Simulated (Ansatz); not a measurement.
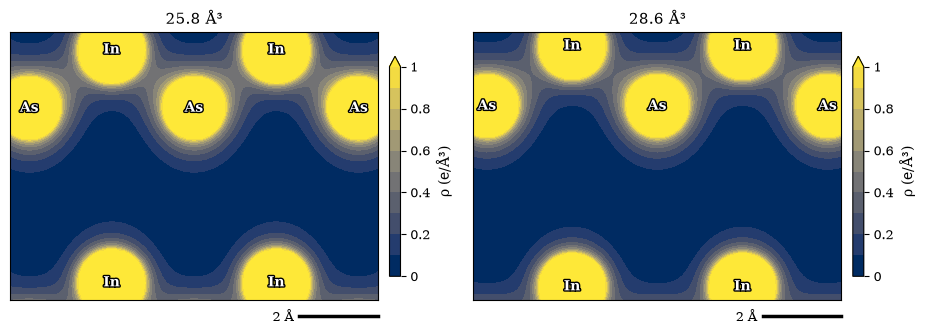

InAs. The valence electron density of cells scaled evenly to different volumes (given per atom above each panel), on the (101̄) plane of each (indices in the axes of the cell below), at one length scale and on one colour scale.

Theory: Kohn-Sham DFT of a periodic cell, PBEsol with D3(BJ), Ansatz PAW (Ansatz).

Core electrons are frozen (PAW), and the valence fields are smoothed inside the atomic spheres.

The largest cell:

```
CELL_PARAMETERS angstrom
0.00000 3.05772 3.05772
3.05772 0.00000 3.05772
3.05772 3.05772 0.00000
ATOMIC_POSITIONS crystal
In 0.00000 0.00000 0.00000
As 0.75000 0.75000 0.75000
```

| volume (Å³/atom) | In–As contact in the plane (Å) | ρ at its midpoint (e/Å³) | pressure (GPa) | 
| --- | --- | --- | --- |
| 25.84 | 2.560 | 0.454 | 3.9 | 
| 27.49 | 2.614 | ? | ? | 
| 28.59 | 2.648 | 0.398 | −2.4 | 

**What values belong in the row with question marks?**

Over the known rows ln ρ falls by 1.50 per Å of In–As distance (the line through the two), which gives 0.419 e/Å³ at 2.614 Å; the calculation gives 0.419 e/Å³. For the pressure, a straight line in volume between the neighbouring rows gives 0.1 GPa; the calculation gives −0.3, lower because pressure rises ever faster on compression.
